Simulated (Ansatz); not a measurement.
Consider Yb.

```yaml
crystal:
  lattice:
    - [3.77627, 0.00000, 0.00000]
    - [0.00000, 3.77627, 0.00000]
    - [0.00000, 0.00000, 3.77627]
  atoms:
    - { symbol: Yb, position: [0.00000, 0.00000, 0.00000] }
    - { symbol: Yb, position: [0.50000, 0.50000, 0.50000] }
```

Space group Im-3m; set up as Yb, bcc; a generated structure, not necessarily the stable one; changed on purpose from its base cell (volume × 0.92); computed pressure about 3 GPa in this cell; computed without spin polarisation; no Hubbard U on the f states and no spin–orbit coupling.

Theory: Ansatz 0.2.0, DFT, LDA (PW92), plane waves (420 eV) with PAW, scalar-relativistic.

Question: What can the converged valence pseudo-density and electron localisation function tell about the bonding?

Answer: Yb–Yb (3.27 Å): the density is about 0.11 e/Å³ at the midpoint; the ELF is about 0.10 at the midpoint: no localised pair shows between them.

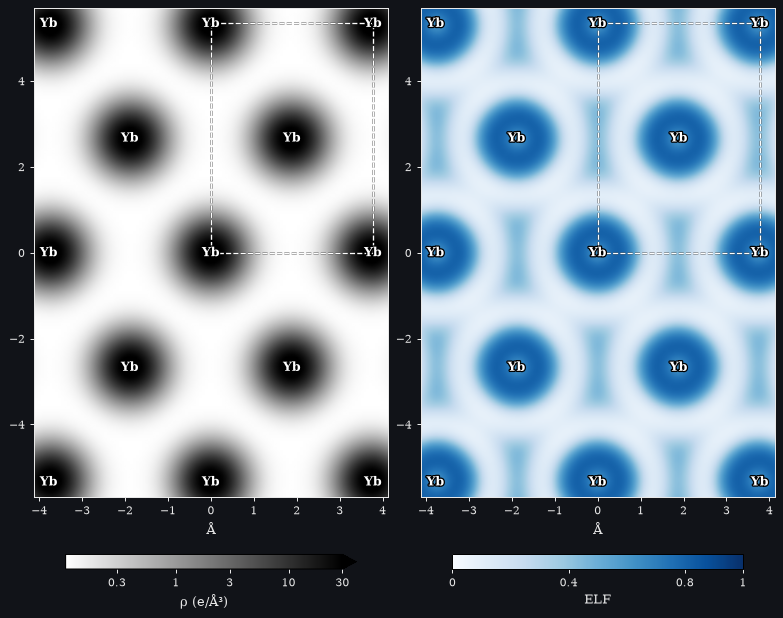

Computed valence pseudo-density and electron localisation function on the (11̄0) plane of the conventional cell, in this order. 

Core electrons are frozen (PAW), and the valence fields are smoothed inside the atomic spheres.
